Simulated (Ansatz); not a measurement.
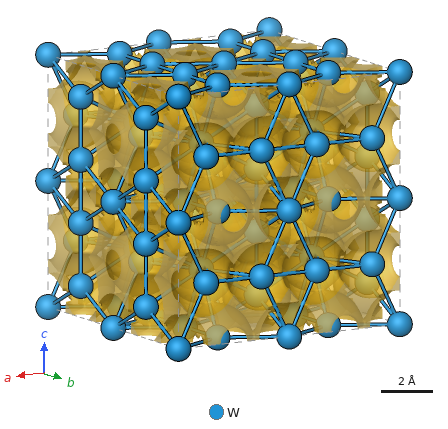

The yellow surface encloses the points that the centre of a probe sphere of radius 0.10 Å can occupy in W (Pm-3n), computed on a grid of about 0.14 Å (2×2×2 cells shown, view from a free direction; pale faces close the region where the box cuts it).

Atoms are hard spheres with touching radii (half the shortest distance): W 1.27 Å.

Source of the atomic positions: the end point of a relaxation with Ansatz, DFT PBE, scalar-relativistic, plane waves, PAW.

```cif
data_structure
_symmetry_space_group_name_H-M 'Pm-3n'
_symmetry_Int_Tables_number 223
_cell_length_a 5.0786
_cell_length_b 5.0786
_cell_length_c 5.0786
_cell_angle_alpha 90.000
_cell_angle_beta 90.000
_cell_angle_gamma 90.000
_cell_volume 130.99
loop_
_atom_site_label
_atom_site_type_symbol
_atom_site_symmetry_multiplicity
_atom_site_Wyckoff_symbol
_atom_site_fract_x
_atom_site_fract_y
_atom_site_fract_z
_atom_site_occupancy
W1 W 6 c 0.25000 0.00000 0.50000 1
W2 W 2 a 0.00000 0.00000 0.00000 1
```

Describe the connectivity of the accessible space.

Where they connect, they form a three-dimensional network.

What share of the cell can the probe's centre reach?

About 35 % of the volume (45 Å³ of 131.0 Å³).

Give the largest included and the largest free sphere.

The largest sphere that fits anywhere has a diameter of 1.13 Å; the largest that can travel through the crystal, about 0.9 Å.

How does the connectivity change as the probe shrinks?

Below a radius of about 0.43 Å the space forms a three-dimensional network. These are grid estimates, good to about 0.05 Å.
